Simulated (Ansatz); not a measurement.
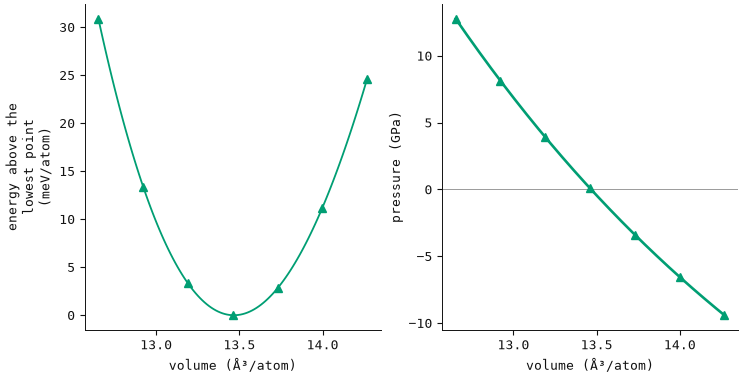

How it was computed, with Ansatz 0.2.0 development build: equation of state of a cubic crystal from periodic Kohn-Sham density functional theory without spin, third-order Birch-Murnaghan fit to the free energies; pressure corrected for the finite basis. Level: PBE.

- structure type: bcc
- atoms in cell: 1
- space group number: 229
- lattice centring: body-centred primitive
- k mesh: 51×51×51
- occupation method: Fermi–Dirac
- occupation width: 0.06123 eV
- wave cutoff: 420 eV
- datasets: soft-1 PAW
- density tolerance: 1e−07 eV
- bands: 11
- density cutoff ratio: 4
- search for lower states: default

**Figure.** Energy above the lowest point and pressure against volume for V, space group Im-3m (No. 229) (one of a set of cubic test structures, which need not be the stable phase).

A third-order Birch–Murnaghan fit gives V0 = 13.47 Å³/atom, B0 = 182 GPa and B′ = 3.8. The energy above the lowest point is 30.9 meV/atom at volume 12.65 Å³/atom and 24.6 meV/atom at 14.27 Å³/atom; the lowest computed point is at volume 13.46 Å³/atom (0.0 meV/atom), in a single well. The pressure falls from 12.8 GPa at volume 12.65 Å³/atom to −9.4 GPa at 14.27 Å³/atom, and changes sign near 13.47 Å³/atom.

One of the inputs:
```
crystal:
  lattice:
    - [-1.498519905191, 1.498519905191, 1.498519905191]
    - [1.498519905191, -1.498519905191, 1.498519905191]
    - [1.498519905191, 1.498519905191, -1.498519905191]
  atoms:
    - { symbol: V, position: [0, 0, 0] }
kpoints:
  mp_grid: { grid: [51, 51, 51] }
hamiltonian:
  xc: pbe
  pseudopotentials: { kind: paw }
scf:
  occupations: { method: fermi_dirac, width: 0.061225619053 }
output:
  forces: true
  stress: true
```

Run as:
```bash
ansatz run input.yaml --threads 2
```
